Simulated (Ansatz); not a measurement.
# Geometry relaxation, with input and output: Al$_{3}$Ga$_{2}$As$_{5}$ (part 2 of 2)

Continued. System: Al$_{3}$Ga$_{2}$As$_{5}$ (I-4m2, 10 atoms in the cell). Method: DFT PBE, scalar-relativistic, plane waves, PAW, no spin polarisation (Ansatz 0.2.0); cutoff 420 eV, 10×10×10 k-mesh, fixed occupations. The structure was made by a generator, so it may or may not be a known phase.

Geometry of the input (Å; fractional positions):
```
-2.0276  2.0276  14.3389
2.0276  -2.0276  14.3389
2.0276  2.0276  -14.3389
Al 0.0000  0.0000  0.0000
Al 0.5998  0.5998  -0.0000
Al 0.4002  0.4002  0.0000
Ga 0.1999  0.1999  0.0000
Ga 0.8001  0.8001  -0.0000
As 0.6495  0.1495  0.5000
As 0.2500  0.7500  0.5000
As 0.8505  0.3505  0.5000
As 0.4501  0.9501  0.5000
As 0.0499  0.5499  0.5000
```

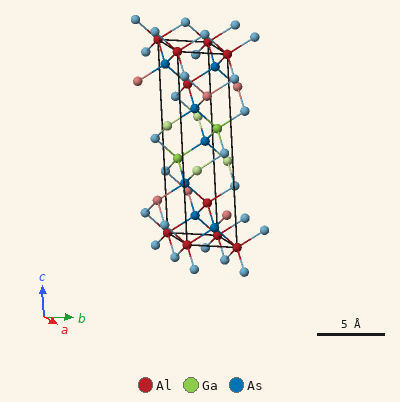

*The geometry at step 3 of the log (ball-and-stick view of the reduced cell, seen slightly off an axis; neighbours outside the cell are drawn fainter).*

```
basis re-selected at this cell: Δ(F+E_penalty+E_count) = -1.620e-6 eV, ΔP = +0.000 GPa vs the last step (what re-selecting the basis moved, of the pressure what is left beyond the Pulay correction that the steps carried, after the strain that the cell walked since its last selection, with what the two solves' SCF thresholds leave and, on support functions, any second-order correction that the steps lacked; it is no measure of the basis error at this ecutwfc). This SCF's stress stands 2.69e-4 GPa from its target on what of the cell is left free (relax.cell.stress_tol is 1.00e-2 GPa) and its largest allowed force component is 2.42e-5 eV/Å (relax.f_tol is 1.00e-3 eV/Å): within both
SCF converged after 6 iterations
Free energy (F): -33463.551331 eV
Harris-Foulkes:  -33463.551331 eV  (|F-HF|=7.28e-12)
Internal energy: -33463.551331 eV  (E = F + TS)
E sigma→0 (E₀):  -33463.551331 eV
Fermi energy:    6.624997 eV
--- Per-component energies (eV) ---
  E_band       = -1486.278264
  E_kinetic    = 813.644101
  E_local      = -16549.572111  (includes V_loc(G=0)·N_el)
  E_nonlocal   = -2471.429434
  E_hartree    = 8497.620327
  E_xc         = -651.492831
  E_vxc        = -596.652717  (∫ρ·V_xc dr)
  E_paw        = -14558.230381  (= ΣΔE_a)
  E_vpaw       = 322.491522  (= ΣTr[D̂ρ^β])
  E_aug_tail   = -0.000212  (compensation charges beyond the density's cutoff)
  E_ewald      = -8544.090790
  E_smearing   = -0.000000  (= −TS)
  E_closure    = 0.000000  (closes the sum)
  Σ components = -33463.551331   (vs F -33463.551331, Δ=0.00e0)
--- Forces (eV/Å), atoms counted from 1 ---
  atom   1  Al     0.00000000     0.00000000     0.00000000
  atom   2  Al     0.00000000     0.00000000     0.00002421
  atom   3  Al     0.00000000     0.00000000    -0.00002421
  atom   4  Ga     0.00000000     0.00000000     0.00000728
  atom   5  Ga     0.00000000     0.00000000    -0.00000728
  atom   6  As    -0.00000000     0.00000000    -0.00001774
  atom   7  As     0.00000000     0.00000000     0.00000000
  atom   8  As     0.00000000     0.00000000     0.00001774
  atom   9  As    -0.00000000    -0.00000000    -0.00000353
  atom  10  As    -0.00000000    -0.00000000     0.00000353
  max |Σ_I F_I| component: 1.21e-17 eV/Å
--- Stress (GPa, compression-positive) ---
        0.000269       0.000000      -0.000000
        0.000000       0.000269       0.000000
       -0.000000       0.000000       0.000186
  P = ⅓ Tr σ = 0.0002 GPa (0.002 kbar)
--- Band table (eV; the first three rows and the last of 102) ---
  k-point 0: bands = ["-28.2183", "-28.2168", "-28.2168", "-28.2095", "-28.2094", "-28.0803", "-28.0803", "-28.0797", "-28.0797", "-28.0589", "-28.0589", "-28.0553", "-28.0553", "-28.0489", "-28.0489", "-27.9466", "-27.9462", "-27.9459", "-27.9459", "-27.9451", "-27.9451", "-27.9375", "-27.9372", "-27.9365", "-27.9361", "-7.9258", "-7.8781", "-7.8421", "-7.8421", "-7.8211", "-7.8211", "-7.7997", "-7.7892", "-7.7820", "-7.7767", "-5.3816", "-4.8378", "-4.7996", "-3.6889", "-3.5716", "0.9678", "1.5478", "3.6908", "3.9316", "4.4663", "4.4663", "4.5141", "4.5141", "5.5200", "5.5200", "5.5517", "5.5517", "6.6046", "6.6250", "6.6250", "7.6687", "8.1035", "8.4130", "8.8649", "8.9867", "9.3581", "9.4289", "10.1552", "10.2017", "10.6376", "10.6376"]
  k-point 1: bands = ["-28.2182", "-28.2168", "-28.2168", "-28.2096", "-28.2094", "-28.0803", "-28.0803", "-28.0795", "-28.0795", "-28.0590", "-28.0590", "-28.0553", "-28.0553", "-28.0488", "-28.0488", "-27.9464", "-27.9461", "-27.9460", "-27.9459", "-27.9452", "-27.9451", "-27.9374", "-27.9372", "-27.9365", "-27.9362", "-7.9233", "-7.8758", "-7.8494", "-7.8408", "-7.8242", "-7.8228", "-7.7971", "-7.7882", "-7.7828", "-7.7783", "-5.2450", "-4.7244", "-4.6860", "-3.6468", "-3.5285", "0.9393", "1.5389", "3.1932", "3.4007", "4.0859", "4.1132", "4.3621", "4.4113", "5.0799", "5.1301", "5.3497", "5.8769", "5.9552", "6.2503", "6.2614", "8.7969", "8.8232", "9.1139", "9.4515", "9.6477", "9.9182", "10.0827", "10.1550", "10.1843", "10.2634", "11.1868"]
  k-point 2: bands = ["-28.2177", "-28.2169", "-28.2169", "-28.2097", "-28.2092", "-28.0804", "-28.0804", "-28.0792", "-28.0792", "-28.0591", "-28.0591", "-28.0554", "-28.0554", "-28.0485", "-28.0485", "-27.9462", "-27.9459", "-27.9457", "-27.9456", "-27.9455", "-27.9452", "-27.9372", "-27.9371", "-27.9366", "-27.9364", "-7.9205", "-7.8718", "-7.8648", "-7.8356", "-7.8285", "-7.8248", "-7.7919", "-7.7881", "-7.7839", "-7.7823", "-4.8521", "-4.4046", "-4.3667", "-3.5448", "-3.4272", "0.8384", "1.4763", "2.3539", "2.5740", "3.4653", "3.4708", "3.8224", "4.3187", "4.3556", "4.3621", "4.3902", "5.5400", "5.5493", "6.0031", "6.0193", "9.1933", "9.6726", "9.7850", "10.2877", "10.3054", "10.7141", "10.9413", "11.1885", "11.5216", "11.5844", "11.6851"]
  k-point 101: bands = ["-28.2183", "-28.2168", "-28.2168", "-28.2095", "-28.2094", "-28.0803", "-28.0803", "-28.0797", "-28.0797", "-28.0589", "-28.0589", "-28.0553", "-28.0553", "-28.0489", "-28.0489", "-27.9466", "-27.9463", "-27.9459", "-27.9459", "-27.9451", "-27.9451", "-27.9375", "-27.9372", "-27.9365", "-27.9361", "-7.9258", "-7.8782", "-7.8421", "-7.8421", "-7.8211", "-7.8211", "-7.7997", "-7.7892", "-7.7820", "-7.7767", "-5.3215", "-5.1234", "-4.2808", "-4.2195", "-3.3201", "0.7161", "2.3708", "2.4817", "4.3460", "4.3460", "4.8835", "4.8835", "4.9289", "4.9289", "5.1397", "5.5903", "6.1285", "6.1285", "6.3678", "6.3678", "8.0731", "8.5043", "8.5723", "8.7449", "8.8704", "9.2483", "9.7414", "9.7668", "10.2062", "10.2177", "11.1100"]
--- Relaxed structure (3 steps of the walk, 3 accepted, 1 SCFs on fresh bases) ---
  F+E_penalty+E_count = -33463.55133087 eV   max|allowed force component| = 2.421e-5 eV/Å   (the final SCF, on the basis selected at the relaxed cell)
  cell:  # Å, volume = 235.8160 Å³
    - [-2.02823171359263, 2.02823171359263, 14.331051563101859]
    - [2.02823171359263, -2.02823171359263, 14.331051563101859]
    - [2.02823171359263, 2.02823171359263, -14.331051563101859]
  atoms:
    - { symbol: Al, position: [6.970852253564758e-36, -1.0429935626941993e-37, -6.564980074546233e-36] }
    - { symbol: Al, position: [0.5998157123952756, 0.5998157123952756, 4.4741681344657134e-36] }
    - { symbol: Al, position: [0.40018428760472413, 0.40018428760472413, -5.4884132545423695e-36] }
    - { symbol: Ga, position: [0.19987609337184006, 0.19987609337184006, 7.503374351802413e-36] }
    - { symbol: Ga, position: [0.8001239066281599, 0.8001239066281599, 1.1402260019591132e-35] }
    - { symbol: As, position: [0.6495449384880472, 0.1495449384880471, 0.49999999999999994] }
    - { symbol: As, position: [0.25, 0.75, 0.5] }
    - { symbol: As, position: [0.850455061511953, 0.350455061511953, 0.5] }
    - { symbol: As, position: [0.45008697356463456, 0.9500869735646346, 0.5] }
    - { symbol: As, position: [0.049913026435365486, 0.5499130264353654, 0.5] }
```

**Trajectory as extended XYZ (Å, eV, eV/Å), 4 frames, from step=1 to step=4**
```
10
Lattice="-2.0276 2.0276 14.3389 2.0276 -2.0276 14.3389 2.0276 2.0276 -14.3389" Properties=species:S:1:pos:R:3:forces:R:3 step=1 energy=-33463.55131 pressure_GPa=0.00
Al    0.0000    0.0000    0.0000    0.0000   0.0000   0.0000
Al    0.0000    0.0000   17.2011    0.0000   0.0000   0.0008
Al    0.0000    0.0000   11.4767    0.0000   0.0000  -0.0008
Ga    0.0000    0.0000    5.7318    0.0000   0.0000   0.0002
Ga    0.0000    0.0000   22.9459    0.0000   0.0000  -0.0002
As    0.0000    2.0276    4.2883    0.0000   0.0000   0.0019
As    2.0276    0.0000    7.1694    0.0000   0.0000   0.0000
As    0.0000    2.0276   10.0506    0.0000   0.0000  -0.0019
As    2.0276    0.0000   12.9076    0.0000   0.0000   0.0003
As    2.0276    0.0000    1.4313    0.0000   0.0000  -0.0003
10
Lattice="-2.0284 2.0284 14.3285 2.0284 -2.0284 14.3285 2.0284 2.0284 -14.3285" Properties=species:S:1:pos:R:3:forces:R:3 step=2 energy=-33463.55133 pressure_GPa=-0.00
Al    0.0000    0.0000    0.0000    0.0000   0.0000   0.0000
Al    0.0000    0.0000   17.1891    0.0000   0.0000  -0.0005
Al    0.0000    0.0000   11.4679    0.0000   0.0000   0.0005
Ga    0.0000    0.0000    5.7280    0.0000   0.0000  -0.0002
Ga    0.0000    0.0000   22.9290    0.0000   0.0000   0.0002
As    0.0000    2.0284    4.2857    0.0000   0.0000  -0.0009
As    2.0284    0.0000    7.1642    0.0000   0.0000   0.0000
As    0.0000    2.0284   10.0428    0.0000   0.0000   0.0009
As    2.0284    0.0000   12.8980    0.0000   0.0000  -0.0001
As    2.0284    0.0000    1.4304    0.0000   0.0000   0.0001
10
Lattice="-2.0282 2.0282 14.3311 2.0282 -2.0282 14.3311 2.0282 2.0282 -14.3311" Properties=species:S:1:pos:R:3:forces:R:3 step=3 energy=-33463.55133 pressure_GPa=0.00
Al    0.0000    0.0000    0.0000    0.0000   0.0000   0.0000
Al    0.0000    0.0000   17.1920    0.0000   0.0000   0.0000
Al    0.0000    0.0000   11.4701    0.0000   0.0000   0.0000
Ga    0.0000    0.0000    5.7289    0.0000   0.0000   0.0000
Ga    0.0000    0.0000   22.9332    0.0000   0.0000   0.0000
As    0.0000    2.0282    4.2863    0.0000   0.0000   0.0000
As    2.0282    0.0000    7.1655    0.0000   0.0000   0.0000
As    0.0000    2.0282   10.0448    0.0000   0.0000   0.0000
As    2.0282    0.0000   12.9004    0.0000   0.0000   0.0000
As    2.0282    0.0000    1.4306    0.0000   0.0000   0.0000
10
Lattice="-2.0282 2.0282 14.3311 2.0282 -2.0282 14.3311 2.0282 2.0282 -14.3311" Properties=species:S:1:pos:R:3:forces:R:3 step=4 energy=-33463.55133 pressure_GPa=0.00
Al    0.0000    0.0000    0.0000    0.0000   0.0000   0.0000
Al    0.0000    0.0000   17.1920    0.0000   0.0000   0.0000
Al    0.0000    0.0000   11.4701    0.0000   0.0000   0.0000
Ga    0.0000    0.0000    5.7289    0.0000   0.0000   0.0000
Ga    0.0000    0.0000   22.9332    0.0000   0.0000   0.0000
As    0.0000    2.0282    4.2863    0.0000   0.0000   0.0000
As    2.0282    0.0000    7.1655    0.0000   0.0000   0.0000
As    0.0000    2.0282   10.0448    0.0000   0.0000   0.0000
As    2.0282    0.0000   12.9004    0.0000   0.0000   0.0000
As    2.0282    0.0000    1.4306    0.0000   0.0000   0.0000
```

**Results in brief**

| quantity | value |
| --- | --- |
| outcome | converged |
| space group (tolerance 0.01 Å) | I-4m2 (119) |
| electrons treated | 110 |
| free energy | −33463.5513 eV |
| Fermi energy | 6.625 eV |
| gap on the k-point mesh | 1.04 eV |
| pressure | 0.00 GPa |
| final volume | 235.82 Å³ |
| largest force (length of the vector) at the end | under 0.001 eV/Å |
| final cell | a = 14.615 Å, b = 14.615 Å, c = 14.615 Å, α = 164.05°, β = 164.05°, γ = 22.64° |
| wall time | 3 min (CPU time 12 min) |
| peak memory | 1.4 GiB |
